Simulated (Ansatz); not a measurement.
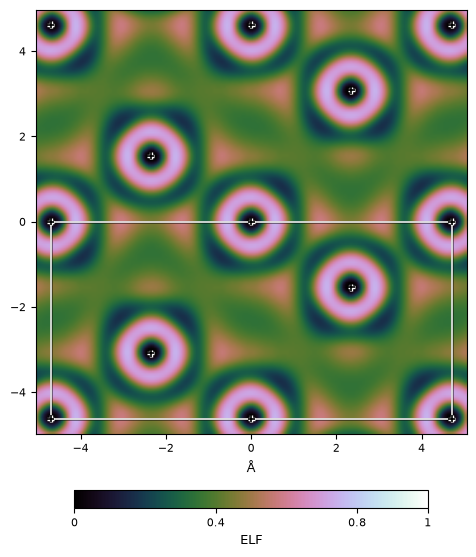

The ELF on a plane through atoms (crosses mark nuclei in the plane).

Method: DFT, PBE, plane waves (420 eV) with PAW, scalar-relativistic (Ansatz).

Candidates:
A. Na, a = 3.69 Å, b = 12.64 Å, c = 3.78 Å, α = 90.00°, β = 118.74°, γ = 90.00°. Space group C2/c; set up as Na, beta-Sn type; a generated structure, not necessarily the stable one; changed on purpose from its base cell (volume × 1.04).
B. Mo, a = 5.69 Å, b = 5.69 Å, c = 5.69 Å, α = 90.00°, β = 90.00°, γ = 90.00°. Space group Fd-3m; set up as Mo, diamond; a generated structure, not necessarily the stable one; computed without spin polarisation.
C. W, a = 2.67 Å, b = 2.67 Å, c = 9.41 Å, α = 90.00°, β = 90.00°, γ = 120.00°. Space group P6₃/mmc; set up as W, dhcp; a generated structure, not necessarily the stable one; changed on purpose from its base cell (volume × 0.88); computed pressure about 46 GPa in this cell.

Which system is this?

Answer. Candidate C: W on the (110) plane of the conventional cell, which holds W. W–W (2.81 Å): the ELF is about 0.35 at the midpoint.
